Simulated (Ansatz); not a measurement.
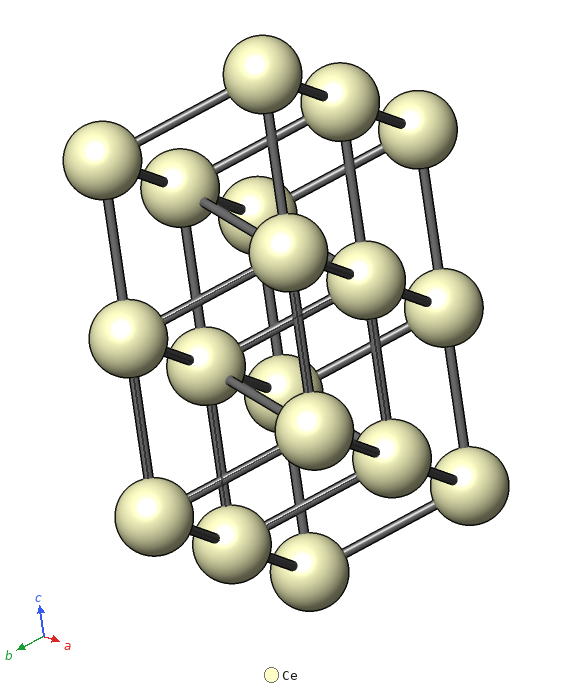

This ball-and-stick model is shown from a general direction. The solid frame is a single simulation cell within a 2×1×2 block.

Here is the input:
```yaml
crystal:
  lattice:
    - [-1.971710002, 1.971710002, 1.971710002]
    - [1.971710002, -1.971710002, 1.971710002]
    - [1.971710002, 1.971710002, -1.971710002]
  atoms:
    - { symbol: Ce, position: [0.0, 0.0, 0.0] }
basis:
  ecutwfc: 600
  ecutrho_ratio: 5
kpoints:
  mp_grid: { grid: [16, 16, 16] }
hamiltonian:
  xc: r2scan
scf:
  occupations: { method: gaussian, width: 0.05 }
output:
  forces: true
  stress: true
  eigenvalues: true
```

Run with DFT r2SCAN, scalar-relativistic, plane waves, PAW in Ansatz 0.2.0 and these settings: a kinetic-energy cutoff of 600 eV, Brillouin-zone sampling on a 16×16×16 mesh, Gaussian smearing of 0.05 eV, no spin polarisation (a spin-restricted run, not always the ground state).

Question: Metal or not?

Answer: A metal: bands cross the Fermi level.

Question: How far is the cell from zero pressure?

Answer: The computed pressure is -3.9 GPa (stretched: it would shrink).

The initial geometry was a structure type filled with this element by a generator (whether the element takes this form wasn't checked). Earlier steps of the study may have refined or changed the cell and positions. It was run through Ansatz as a DFT input.
